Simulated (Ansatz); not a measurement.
Geometry relaxation of Sn₉O₁₆ (part 2 of 3)

Sn₉O₁₆ (defect cell, 25 atoms in the cell); DFT PBE, scalar-relativistic, plane waves, PAW, no spin polarisation (Ansatz 0.2.0); cutoff 420 eV, 3×3×3 k-mesh, Gaussian smearing of 0.01 eV. The structure derives from a Materials Project entry. It belongs to a series of runs on one base structure; here: Sn interstitial, charge +0, atoms relaxed at the host's cell.

### What the program printed, continued
```
relax step  14: F+E_penalty+E_count = -63289.72519410 eV  Δ(F+E_penalty+E_count) = -2.634e-3 eV  max|allowed force component| = 1.264e-1 eV/Å  Δτ_max = 0.0405 Å  (6 SCF iters, dr2 threshold 1.37e-5 eV, accepted)
preconditioner: auto → Resta (q_TF=auto, 2.592 Å⁻¹)  ε∞=3.7  [insulator: Δε(μ)=0.584 eV  Ē_g=19.220 eV  σ=0.010 eV  W_gap=1.00  n_scr=84 (ndim 8)  ℏωp=31.8 eV  f_vac=0.021  D(μ)=0.00/eV (n_scr^D=0)  ε∞_Penn≈3.7]
SCF 15 converged in 6 iterations: F = -63289.727820 eV  dr2 = 1.04e-6
relax step  15: F+E_penalty+E_count = -63289.72781968 eV  Δ(F+E_penalty+E_count) = -2.626e-3 eV  max|allowed force component| = 5.039e-2 eV/Å  Δτ_max = 0.0232 Å  (6 SCF iters, dr2 threshold 5.59e-6 eV, accepted)
preconditioner: auto → Resta (q_TF=auto, 2.592 Å⁻¹)  ε∞=3.7  [insulator: Δε(μ)=0.544 eV  Ē_g=19.222 eV  σ=0.010 eV  W_gap=1.00  n_scr=84 (ndim 8)  ℏωp=31.8 eV  f_vac=0.021  D(μ)=0.00/eV (n_scr^D=0)  ε∞_Penn≈3.7]
SCF 16 converged in 7 iterations: F = -63289.728367 eV  dr2 = 9.43e-8
relax step  16: F+E_penalty+E_count = -63289.72836657 eV  Δ(F+E_penalty+E_count) = -5.469e-4 eV  max|allowed force component| = 3.604e-2 eV/Å  Δτ_max = 0.0234 Å  (7 SCF iters, accepted)
SCF iter   1: F=—  HF=-63289.729207 eV  |F-HF|=—  |Δ(HF+E_count)|=         —  Δρ=7.34e-4  dr2=7.05e-4  ethr=2.53e-6  ⟨swp⟩=3.8  Hψ=4770  notcnv=0  defer=263
preconditioner: auto → Resta (q_TF=auto, 2.592 Å⁻¹)  ε∞=3.7  [insulator: Δε(μ)=0.557 eV  Ē_g=19.220 eV  σ=0.010 eV  W_gap=1.00  n_scr=84 (ndim 8)  ℏωp=31.8 eV  f_vac=0.021  D(μ)=0.00/eV (n_scr^D=0)  ε∞_Penn≈3.7]
SCF iter   2: F=—  HF=-63289.729052 eV  |F-HF|=—  |Δ(HF+E_count)|=   1.55e-4  Δρ=3.54e-4  dr2=1.41e-4  ethr=3.18e-7  ⟨swp⟩=2.3  Hψ=2977  notcnv=0  defer=263
SCF iter   3: F=—  HF=-63289.729048 eV  |F-HF|=—  |Δ(HF+E_count)|=   3.58e-6  Δρ=1.29e-4  dr2=4.04e-5  ethr=6.35e-8  ⟨swp⟩=2.1  Hψ=3155  notcnv=0  defer=263
SCF iter   4: F=—  HF=-63289.728937 eV  |F-HF|=—  |Δ(HF+E_count)|=   1.11e-4  Δρ=3.71e-5  dr2=3.71e-6  ethr=1.82e-8  ⟨swp⟩=2.0  Hψ=2400  notcnv=0  defer=263
SCF iter   5: F=—  HF=-63289.728937 eV  |F-HF|=—  |Δ(HF+E_count)|=   6.67e-8  Δρ=1.55e-5  dr2=6.85e-7  ethr=1.67e-9  ⟨swp⟩=2.0  Hψ=2487  notcnv=0  defer=263
SCF iter   6: F=—  HF=-63289.728937 eV  |F-HF|=—  |Δ(HF+E_count)|=   2.93e-8  Δρ=7.16e-6  dr2=1.28e-7  ethr=3.09e-10  ⟨swp⟩=2.0  Hψ=2536  notcnv=0  defer=263
SCF iter   7: F=-63289.728937 eV  HF=-63289.728937 eV  |F-HF|=3.46e-9  |Δ(HF+E_count)|=   9.34e-9  Δρ=2.24e-6  dr2=1.22e-8  ethr=4.50e-11  ⟨swp⟩=14.0  Hψ=13212  notcnv=0
SCF 17 converged in 7 iterations: F = -63289.728937 eV  dr2 = 1.22e-8
relax step  17: F+E_penalty+E_count = -63289.72893668 eV  Δ(F+E_penalty+E_count) = -5.701e-4 eV  max|allowed force component| = 6.815e-3 eV/Å  Δτ_max = 0.0085 Å  (7 SCF iters, accepted)
```

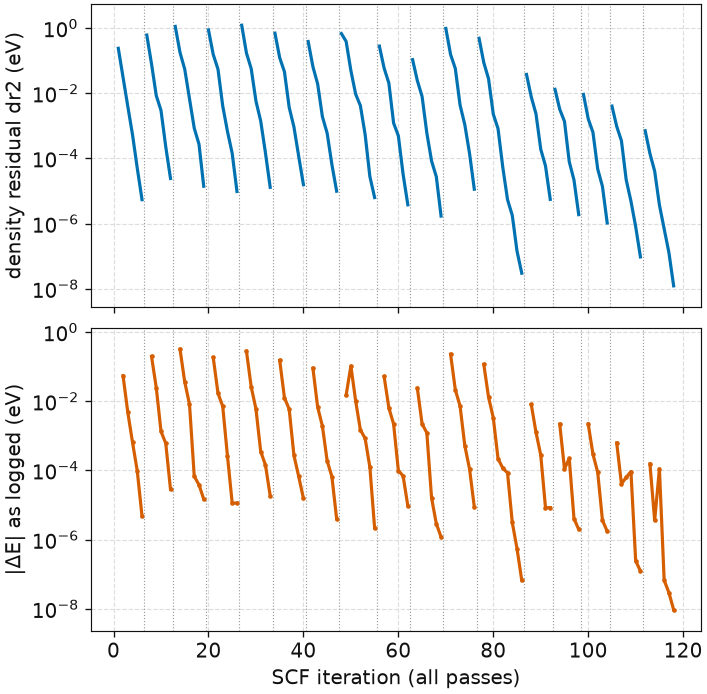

Convergence of the self-consistent field: density residual dr2 and size of the energy change against the SCF iteration. The dotted lines part the SCF passes of the relaxation: geometry steps, rejected trials and re-solves on a re-selected basis. The 17 passes take 6 to 10 iterations each, 118 in all.

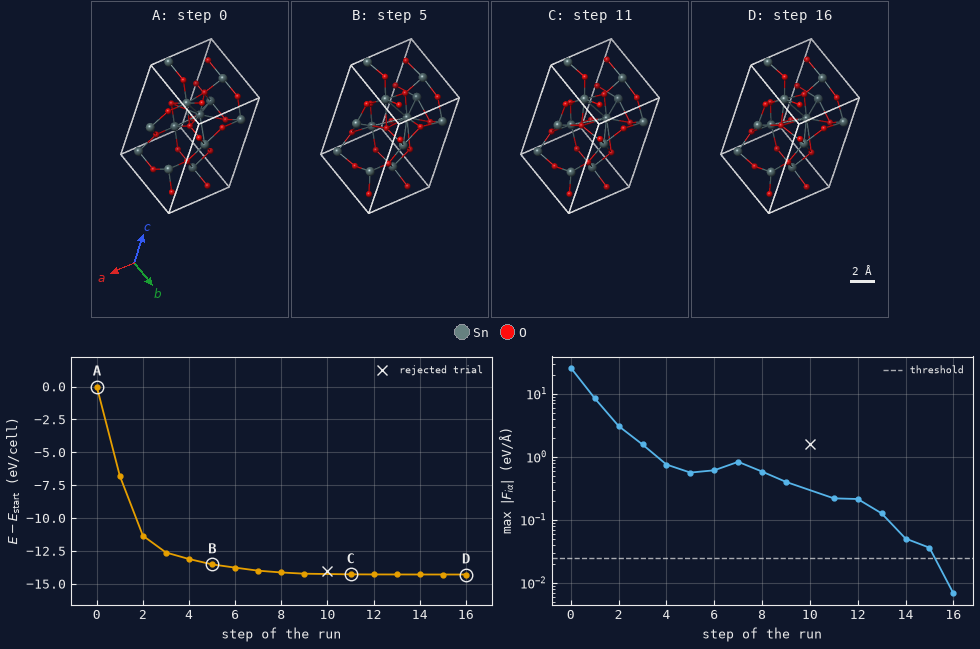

Frames of the relaxation (ball-and-stick view of the cell of the calculation (origin shifted), seen at an oblique angle) above the curves, on which the letters mark them (the first geometry is step 0 here and step 1 in the log).

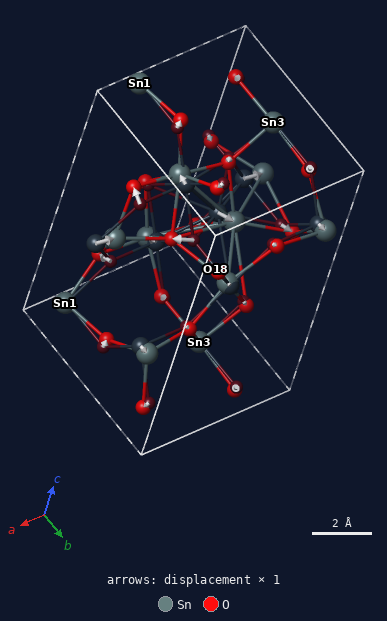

Start (faint) and end (solid) with the displacements as white arrows, at true length (ball-and-stick view of the cell of the calculation (origin shifted), seen at an oblique angle). O14 moves most: 0.81 Å. By element the largest moves are O 0.81 Å, Sn 0.76 Å. The lattice vectors keep their values. Distances before and after: Sn4–O14 3.664 → 2.118 Å, O14–Sn25 1.729 → 2.622 Å, O10–Sn25 2.599 → 3.338 Å, Sn5–Sn25 2.374 → 3.107 Å. New bonds form: Sn4–O14 (3.66 → 2.12 Å). Bonds break: O14–Sn25 (1.73 → 2.62 Å), Sn4–O17 (2.16 → 2.89 Å), Sn4–O20 (2.25 → 2.89 Å). Among the angles that change: Sn2–O14–Sn25 111.4° → 66.2°, O12–Sn4–O16 176.2° → 141.4°, O21–Sn4–O24 103.7° → 133.7°. The energy falls by 14.287 eV per cell of the calculation in 16 geometry steps. Largest force component: 26 eV/Å at the start, 0.0068 eV/Å at the end. The line search rejected the trial step at point 10 (counted from 0) and went back. (Atoms are counted from 1 in the order of the input.)

```
SCF converged after 7 iterations
Free energy (F): -63289.728937 eV
Harris-Foulkes:  -63289.728937 eV  (|F-HF|=3.46e-9)
Internal energy: -63289.728937 eV  (E = F + TS)
E sigma→0 (E₀):  -63289.728937 eV
Fermi energy:    12.314101 eV
--- Per-component energies (eV) ---
  E_band       = -398.751556
  E_kinetic    = 4531.664471
  E_local      = -11671.695999  (includes V_loc(G=0)·N_el)
  E_nonlocal   = 504.205359
  E_hartree    = 6249.204962
  E_xc         = -4610.969896
  E_vxc        = -2362.380795  (∫ρ·V_xc dr)
  E_paw        = -39841.760706  (= ΣΔE_a)
  E_vpaw       = -3898.994560  (= ΣTr[D̂ρ^β])
  E_aug_tail   = 0.039125  (compensation charges beyond the density's cutoff)
  E_ewald      = -18450.416253
  E_smearing   = -0.000000  (= −TS)
  E_closure    = 0.000000  (closes the sum)
  Σ components = -63289.728937   (vs F -63289.728937, Δ=0.00e0)
--- Forces (eV/Å), atoms counted from 1 ---
  atom   1  Sn    -0.00271168     0.00218338     0.00525349
  atom   2  Sn    -0.00546855     0.00171781     0.00010459
  atom   3  Sn    -0.00274204     0.00226410    -0.00630572
  atom   4  Sn     0.00431131     0.00572435     0.00284343
  atom   5  Sn     0.00238563    -0.00037313    -0.00473653
  atom   6  Sn     0.00385839    -0.00375100     0.00098747
  atom   7  Sn     0.00484815    -0.00093107    -0.00083185
  atom   8  Sn     0.00434113     0.00071802     0.00450327
  atom   9  O     -0.00279799     0.00420123    -0.00597117
  atom  10  O      0.00330756    -0.00367092     0.00004985
  atom  11  O     -0.00181880    -0.00100670     0.00681484
  atom  12  O     -0.00387156    -0.00645439     0.00004039
  atom  13  O     -0.00154058    -0.00066368     0.00655760
  atom  14  O     -0.00303510    -0.00425787    -0.00233317
  atom  15  O     -0.00314241     0.00039322    -0.00462019
  atom  16  O      0.00412415    -0.00548958     0.00126044
  atom  17  O     -0.00028051     0.00279696     0.00045334
  atom  18  O      0.00182355     0.00085083    -0.00431280
  atom  19  O     -0.00144874     0.00111340     0.00175737
  atom  20  O     -0.00061459     0.00268338     0.00103475
  atom  21  O     -0.00135675    -0.00294976     0.00277673
  atom  22  O     -0.00060383    -0.00080599    -0.00067798
  atom  23  O      0.00180331    -0.00150985    -0.00050016
  atom  24  O     -0.00234476     0.00065357    -0.00244209
  atom  25  Sn     0.00299658     0.00655501    -0.00170830
  max |Σ_I F_I| component: 2.19e-5 eV/Å
--- Band table (eV; the first three rows and the last of 14) ---
  k-point 0: bands = ["-10.9834", "-10.7841", "-10.7555", "-10.6460", "-10.5820", "-10.5281", "-10.5157", "-10.4923", "-10.4691", "-10.3092", "-10.2899", "-10.2511", "-10.1412", "-10.1134", "-10.1049", "-10.0748", "-10.0476", "-10.0259", "-10.0153", "-9.9982", "-9.9830", "-9.9505", "-9.9279", "-9.9023", "-9.8902", "-9.8894", "-9.8750", "-9.8737", "-9.8442", "-9.8402", "-9.8250", "-9.8200", "-9.8093", "-9.8076", "-9.8024", "-9.7600", "-9.6967", "-9.6720", "-9.6111", "-9.6024", "-9.5293", "-9.3727", "-9.3281", "-9.2093", "-9.1908", "-8.7133", "-7.3700", "-7.1562", "-7.0753", "-6.9605", "-6.8905", "-6.8496", "-6.6584", "-6.6390", "-6.4994", "-6.2481", "-6.2182", "-6.1608", "-5.6232", "-5.4391", "-5.2095", "2.0615", "2.6699", "2.9101", "3.0883", "3.1726", "3.4144", "3.6495", "4.0514", "5.4053", "5.7386", "5.8321", "5.8626", "5.9277", "6.0281", "6.3108", "6.3185", "6.4441", "6.5634", "6.6398", "6.6798", "7.0093", "7.0275", "7.1355", "7.2357", "7.2993", "7.4305", "7.5108", "7.6959", "7.7566", "7.7704", "7.9745", "8.0853", "8.2963", "8.6790", "8.6988", "8.8442", "8.8913", "8.9583", "9.0441", "9.1089", "9.1329", "9.1855", "9.2163", "9.3473", "9.4053", "9.4922", "9.5997", "9.8978", "10.0106", "11.7457", "12.5921", "13.7506", "14.6226", "14.7089", "15.1197", "15.4567", "15.5687", "15.5745", "16.0224", "16.0935", "17.2149", "17.5299", "17.9453", "18.3394", "18.4939", "18.9225", "19.0101", "19.5284", "19.5497", "19.6884", "19.7513", "19.9278", "20.1157", "20.3657", "20.5030"]
  k-point 1: bands = ["-10.9182", "-10.8542", "-10.7540", "-10.6593", "-10.6093", "-10.5778", "-10.5508", "-10.4747", "-10.4198", "-10.3575", "-10.2479", "-10.1705", "-10.1561", "-10.0944", "-10.0825", "-10.0619", "-10.0557", "-10.0370", "-10.0029", "-9.9905", "-9.9799", "-9.9614", "-9.9410", "-9.9151", "-9.8993", "-9.8804", "-9.8728", "-9.8642", "-9.8477", "-9.8390", "-9.8334", "-9.8130", "-9.8092", "-9.8057", "-9.7998", "-9.7657", "-9.6974", "-9.6715", "-9.6033", "-9.5829", "-9.5217", "-9.3869", "-9.3309", "-9.2081", "-9.1908", "-8.5394", "-7.9780", "-7.3309", "-7.0408", "-6.9032", "-6.8783", "-6.8272", "-6.6903", "-6.5727", "-6.2842", "-6.0878", "-6.0397", "-5.8589", "-5.6956", "-5.5928", "-5.3715", "1.9378", "2.3360", "2.4541", "2.5002", "3.3736", "4.2200", "4.3161", "4.5822", "5.1297", "5.5616", "5.5990", "5.7579", "6.0983", "6.1948", "6.2675", "6.3728", "6.5339", "6.5837", "6.6459", "6.7509", "6.9327", "7.0386", "7.1642", "7.1850", "7.3439", "7.4011", "7.5338", "7.6202", "7.6929", "7.8141", "7.8754", "8.0894", "8.1568", "8.2639", "8.6550", "8.7657", "8.8137", "8.9265", "9.0169", "9.0693", "9.1487", "9.1799", "9.2956", "9.3519", "9.4470", "9.4527", "9.5836", "9.7634", "10.7910", "11.7421", "12.8662", "13.6218", "14.1768", "14.5803", "14.8452", "15.1013", "15.9289", "16.0356", "16.2273", "16.6082", "17.1824", "17.3939", "17.5851", "18.0354", "18.3494", "18.5184", "18.9842", "19.1979", "19.3740", "19.5922", "19.8877", "20.1148", "20.3395", "20.5008", "20.7417"]
  k-point 2: bands = ["-10.9393", "-10.8312", "-10.7980", "-10.7116", "-10.6440", "-10.5784", "-10.5165", "-10.4580", "-10.3617", "-10.3120", "-10.2530", "-10.1736", "-10.1457", "-10.1025", "-10.0769", "-10.0593", "-10.0454", "-10.0319", "-10.0043", "-9.9936", "-9.9822", "-9.9508", "-9.9363", "-9.9087", "-9.8950", "-9.8819", "-9.8750", "-9.8666", "-9.8491", "-9.8374", "-9.8247", "-9.8150", "-9.8106", "-9.8070", "-9.7993", "-9.7659", "-9.6889", "-9.6762", "-9.6009", "-9.5876", "-9.5199", "-9.3841", "-9.3362", "-9.2086", "-9.2006", "-8.4875", "-7.7739", "-7.4860", "-7.3670", "-6.9889", "-6.9272", "-6.8044", "-6.6532", "-6.5691", "-6.5106", "-6.1294", "-5.8879", "-5.7699", "-5.5870", "-5.5306", "-5.2610", "2.2829", "2.5207", "2.8479", "2.9664", "3.2452", "3.6383", "4.0733", "4.2967", "5.1254", "5.3018", "5.5435", "5.5734", "5.8313", "5.9071", "6.0525", "6.2346", "6.2831", "6.4075", "6.5200", "6.7461", "6.7664", "7.0063", "7.1521", "7.2422", "7.3928", "7.4867", "7.5504", "7.7452", "7.8835", "8.1386", "8.1981", "8.3529", "8.5211", "8.5844", "8.6635", "8.7182", "8.8139", "8.8657", "8.9595", "8.9990", "9.0540", "9.1578", "9.2341", "9.2998", "9.3904", "9.6062", "9.6344", "9.7533", "10.9356", "11.9632", "12.9169", "13.8838", "14.2814", "14.6396", "15.0316", "15.4798", "15.8280", "15.9328", "16.0093", "16.3474", "17.2216", "17.4028", "17.7047", "18.1912", "18.3641", "18.7054", "18.8856", "19.0859", "19.2256", "19.5360", "19.7744", "19.8642", "20.2243", "20.4463", "20.6608"]
```
